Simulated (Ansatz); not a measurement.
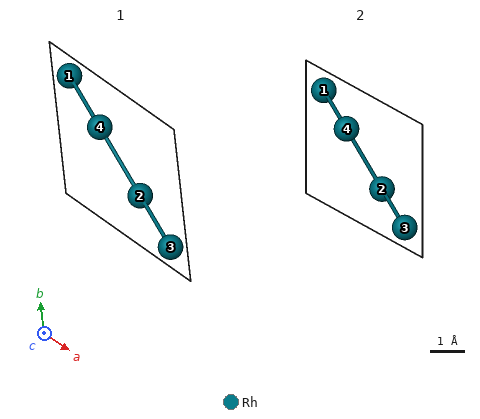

Two geometries of a crystal of Rh (built on the alpha-gallium_64 type) (coarse preliminary run), drawn at one scale. One is the start of a relaxation, the other its converged end. Style: ball-and-stick. Shown: the cell of the calculation, along the c axis.

Theory: DFT r2SCAN, scalar-relativistic, plane waves, PAW (Ansatz 0.2.0). Settings: plane-wave cutoff 500 eV; k-point mesh 6 × 6 × 4; occupations gaussian; smearing width 0.1 eV; no spin polarisation; cell and atoms relaxed; force threshold 0.04 eV/Å; at most 70 steps.

Which of the two is the end point?

Structure 1 is the relaxed one. Case: alpha-gallium type (Cmce, No. 64). The largest moves relative to the cell, 0.31 Å, are those of Rh1, Rh2, Rh3 and Rh4. Rh2 goes roughly along [0 1 3]. Cell: a = b 4.025 → 4.618 Å (+14.7 %), c 4.096 → 3.783 Å (−7.7 %), γ 118.9° → 131.5°. Volume +4.0 %. Among the contacts that change: Rh1–Rh2 3.380 → 2.679 Å, Rh1–Rh3 2.210 → 2.406 Å, Rh1–Rh2 (another image) 2.481 → 2.677 Å, Rh1–Rh4 2.454 → 2.614 Å. New bonds form: Rh1–Rh2 (3.38 → 2.68 Å), Rh3–Rh4 (3.38 → 2.68 Å). The space group (tolerance 0.01 Å) goes from Cmce (No. 64) to Fmmm (No. 69). The energy falls by 479 meV per atom in 8 accepted moves (10 points after the start). The largest force component goes from 0.63 to 0.0071 eV/Å. The pressure goes from 36.87 to 0.19 GPa. The line search rejected the trial step at point 6 of the run. The SCF was repeated once at an unchanged geometry on a basis and grid sized afresh for the cell, which shifted the energy by 2.2 meV per atom at most.

Limits of the set-up: the k-point mesh is coarse for a cell with partly filled bands.
